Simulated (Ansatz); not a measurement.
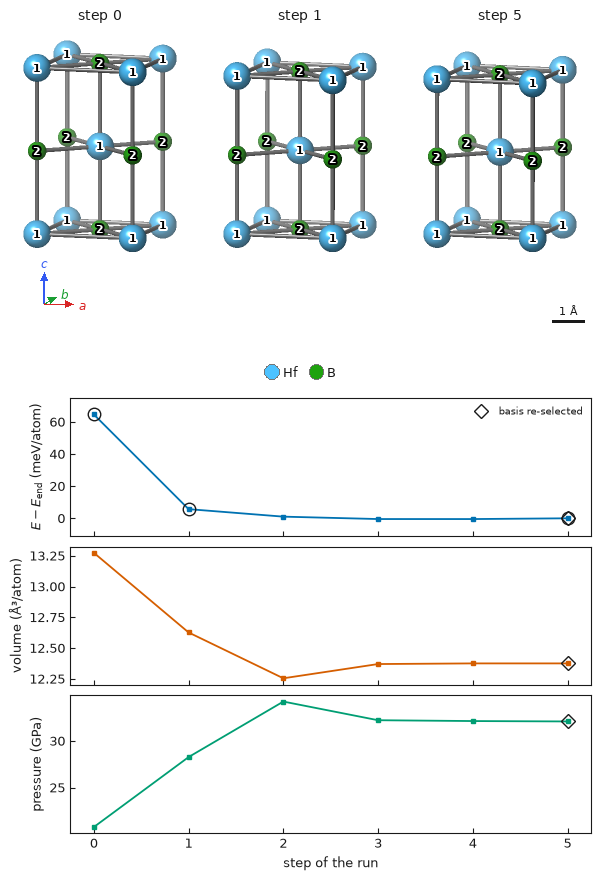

Frames of a relaxation of solid HfB (set up in I4/mmm), marked on the history of the run. A ball-and-stick model of the conventional cell (2 times the calculation's cell), seen slightly off an axis. Lengths and directions refer to the drawn axes.

Case: film's bulk on the substrate's plane, third vector and atoms relaxed.

Theory: Ansatz 0.2.0, DFT PBE, scalar-relativistic, plane waves, PAW.

Input file:
```yaml
crystal:
  lattice:
    - [3.1644852965, 0.0, 0.0]
    - [0.0, 3.1644852965, 0.0]
    - [1.5822426483, 1.5822426483, 2.6510793645]
  atoms:
    - { symbol: Hf, position: [0.0, 0.0, 0.0] }
    - { symbol: B, position: [0.5, 0.5, 0.0] }
basis:
  ecutwfc: 420
kpoints:
  mp_grid: { grid: [11, 11, 13] }
hamiltonian:
  xc: pbe
scf:
  occupations: { method: gaussian, width: 0.1 }
output:
  forces: true
  stress: true
  eigenvalues: true
relax:
  adjacent_minimum: "off"
  f_tol: 0.01
  max_steps: 50
  cell: { fix: [a, b, gamma], stress_tol: 0.1 }
```

Command:
```bash
ansatz run input.yaml --threads 2 --pin off --max-ram 5120MiB --backend cpu --events-out ev --progress --plain --runs-dir out
```

Describe the path.

The atoms keep their places relative to the cell (all moves are under 0.005 Å). Cell: a = b unchanged at 3.164 Å, c 5.302 → 4.943 Å (−6.8 %). Volume −6.8 %. Some distances before and after: Hf1–B2 2.651 → 2.472 Å, Hf1–Hf1 3.469 → 3.334 Å. The space group stays I4/mmm (No. 139). Over 4 accepted moves (5 points after the start) the energy falls by 64.6 meV per atom. All forces vanish by symmetry, so only the cell relaxes. Pressure: 20.77 GPa at the start and 32.09 GPa at the end. The SCF was repeated once at an unchanged geometry on a basis and grid sized afresh for the cell, which shifted the energy by 0.5 meV per atom at most. From step 0 to 1: volume −4.9 %, energy −58.9 meV per atom. From step 1 to 5: volume −2.0 %, energy −5.7 meV per atom.

| step | E − E(0), meV/atom | pressure, GPa | volume, Å³/atom | note |
| --- | --- | --- | --- | --- |
| 0 | 0.00 | 20.77 | 13.274 |  |
| 1 | -58.89 | 28.27 | 12.627 |  |
| 2 | -63.57 | 34.22 | 12.255 |  |
| 3 | -65.06 | 32.22 | 12.370 |  |
| 4 | -65.07 | 32.13 | 12.375 |  |
| 5 | -64.60 | 32.09 | 12.375 | same geometry, new basis |
